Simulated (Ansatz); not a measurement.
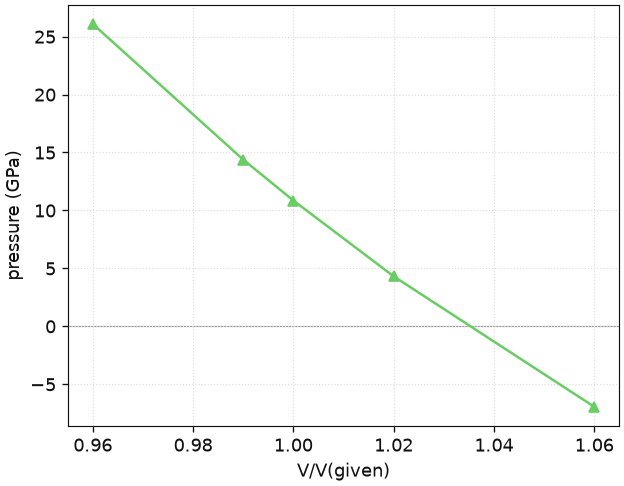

The plot gives the computed pressure against V/V(given).

Method: periodic Kohn-Sham DFT of a crystal at fixed atoms, scaled to the stated factor times the given cell; pressure positive in compression, energy less spherical unpolarised free atoms (Ansatz 0.2.0). Level: PBE.

### For which of these solids was it computed?
A. ZrS₂, P-3m1 (No. 164), 22.3 Å³/atom
B. ZnO, P6_3mc (No. 186), 11.9 Å³/atom
C. SiO₂, P4_2/mnm (No. 136), 7.8 Å³/atom
D. CuCl, F-43m (No. 216), 19.9 Å³/atom

C, SiO₂: pressure from −7.0 GPa to 26.1 GPa. The others give: ZnO, pressure from −2.9 GPa to 11.5 GPa; CuCl, pressure from −2.338 GPa to 3.710 GPa; ZrS₂, pressure from −2.364 GPa to 7.580 GPa.

For SiO₂, limits of the calculation: shape and atomic fractions are frozen while scaling, which makes layered, chain and framework solids too stiff.

For ZnO, limits of the calculation: shape and atomic fractions are frozen while scaling, which makes layered, chain and framework solids too stiff.

For ZrS₂, limits of the calculation: shape and atomic fractions are frozen while scaling, which makes layered, chain and framework solids too stiff.
